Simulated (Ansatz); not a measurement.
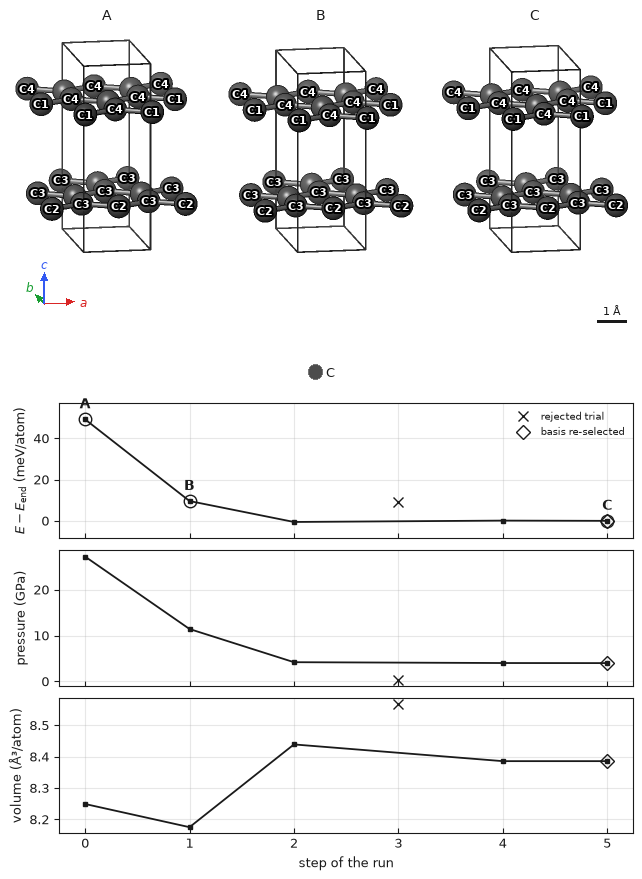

Frames of a relaxation of solid C (set up in Cmme), marked on the history of the run. Style: ball-and-stick. Shown: the conventional cell (2 times the calculation's cell), slightly off an axis. Lengths and directions refer to the drawn axes.

Case: relaxed at 4 GPa.

The calculation used Ansatz 0.2.0, DFT r2SCAN, scalar-relativistic, plane waves, PAW.

Input
```yaml
crystal:
  lattice:
    - [1.1948365851, -2.0685243761, 0.0]
    - [1.1948365851, 2.0685243761, 0.0]
    - [0.0, 0.0, 6.6753749201]
  atoms:
    - { symbol: C, position: [0.0833200842, 0.9166799158, 0.7500618142] }
    - { symbol: C, position: [0.5833200842, 0.4166799158, 0.2499381858] }
    - { symbol: C, position: [0.9166799158, 0.0833200842, 0.2499381858] }
    - { symbol: C, position: [0.4166799158, 0.5833200842, 0.7500618142] }
basis:
  ecutwfc: 500
kpoints:
  mp_grid: { grid: [18, 18, 6] }
hamiltonian:
  xc: r2scan
scf:
  occupations: { method: gaussian, width: 0.1 }
output:
  forces: true
  stress: true
  eigenvalues: true
relax:
  adjacent_minimum: "off"
  f_tol: 0.008
  max_steps: 50
  cell: { stress_tol: 0.08, p_target: 4.0 }
```

Launched with:
```bash
ansatz run input.yaml --threads 1 --pin off --max-ram 2560MiB --backend cpu --events-out ev --progress --plain --runs-dir out
```

What happens along the run?

Over 3 accepted moves (5 points after the start) the energy falls by 49.2 meV per atom. With the target pressure of 4 GPa, the enthalpy E + pV changes by −45.8 meV per atom. The largest force component goes from 0.0024 to 0.003 eV/Å. The pressure goes from 27.21 to 4.00 GPa. The line search rejected the trial step at point 3 of the run. The SCF was repeated once at an unchanged geometry on a basis and grid sized afresh for the cell, which shifted the energy by 0.1 meV per atom at most. The atoms keep their places relative to the cell (all moves are under 0.005 Å). The volume changes by +1.7 %, with a 2.390 → 2.449 Å (+2.5 %), b 4.137 → 4.238 Å (+2.4 %), c 6.675 → 6.465 Å (−3.2 %). Near-neighbour distances that change, for instance: C1–C4 1.379 → 1.413 Å. The space group stays Fmmm (No. 69). From step 0 to 1: volume −0.9 %, energy −39.6 meV per atom. From step 1 to 5: volume +2.6 %, energy −9.6 meV per atom.

Limits of the set-up: layers or molecules are held without a dispersion correction, so their spacing is unreliable.
